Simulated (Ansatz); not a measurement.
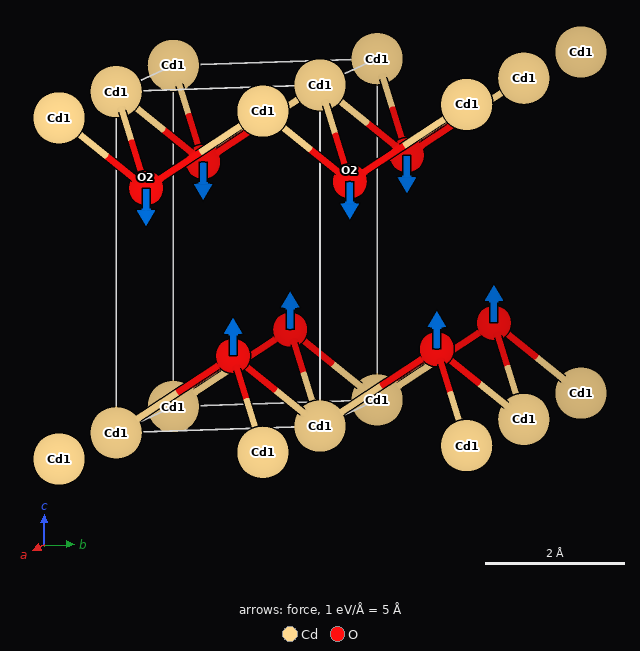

Starting geometry of solid CdO2 (built on the ZrS2-164 type type) with the computed forces as blue arrows. Style: ball-and-stick. Shown: the cell of the calculation, repeated 2 × 2 × 1 with one cell outlined, slightly off an axis.

Theory: DFT, PBEsol, plane waves, PAW in Ansatz.

Input
```yaml
crystal:
  lattice:
    - [3.03110498, 0.0, 0.0]
    - [-1.51555249, 2.62501392, 0.0]
    - [0.0, 0.0, 4.96050961]
  atoms:
    - { symbol: Cd, position: [0.0, 0.0, 0.0] }
    - { symbol: O, position: [0.66666667, 0.33333333, 0.76209003] }
    - { symbol: O, position: [0.33333333, 0.66666667, 0.23790997] }
kpoints:
  mp_grid: { grid: [9, 9, 4] }
hamiltonian:
  xc: pbesol
scf:
  occupations: { method: fermi_dirac, width: 0.03 }
relax:
  f_tol: 0.01
  cell: {}
  max_steps: 120
```

Run as
```bash
ansatz run input.yaml --threads 2 --pin off --max-ram 29491MiB --backend cpu --events-out ev --progress --plain --runs-dir out
```

### What follows when this structure is relaxed?

It isn't relaxed: the largest force vector, on O atoms, is 0.12 eV/Å. The atoms end up moving mostly along the starting forces (cosine between the two patterns 1.00). The largest moves relative to the cell, 0.15 Å, are those of O2 and O3. O2 goes along −c. Cd stays in place. The volume changes by −11.1 %, with a = b 3.031 → 3.354 Å (+10.7 %), c 4.961 → 3.601 Å (−27.4 %). Among the contacts that change: Cd1–O2 2.111 → 2.183 Å. Bond angles that change, for instance: Cd1–O3–Cd1 91.8° → 100.4°, O2–Cd1–O3 88.2° → 79.6°, O2–Cd1–O2 91.8° → 100.4°. The space group stays P-3m1 (No. 164). Over 13 accepted moves (16 points after the start) the energy falls by 260 meV per atom. Largest force component: 0.12 eV/Å at the start, 0.00097 eV/Å at the end. Pressure: 11.85 GPa at the start and 0.01 GPa at the end. The SCF was repeated 3 times at an unchanged geometry on a basis and grid sized afresh for the cell, which shifted the energy by 14.7 meV per atom at most. The run took 15 s on 2 threads of AMD EPYC 7R13 Processor (Zen 3), on a shared host, peak memory 0.36 GiB.
